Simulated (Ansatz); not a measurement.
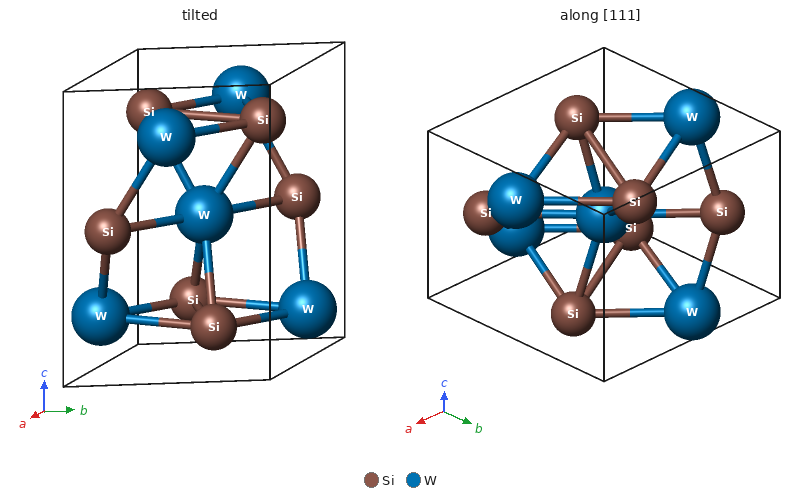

The image is a ball-and-stick drawing of a crystal, viewed slightly off an axis and along [111]. The lines enclose the conventional unit cell; boundary atoms appear with their images.

The solid is Si₂W. Its lattice is primitive hexagonal, its space group P3_221 (No. 154). The cell has 9 atoms, namely 6 Si, 3 W. The numbers of neighbours within bonding distance are Si 10 and W 10. Not all metal-metal contacts are counted.

The initial geometry was a structure listed in the Materials Project. The cell was then strained or its atoms displaced on purpose. A calculation with Ansatz used it as input.
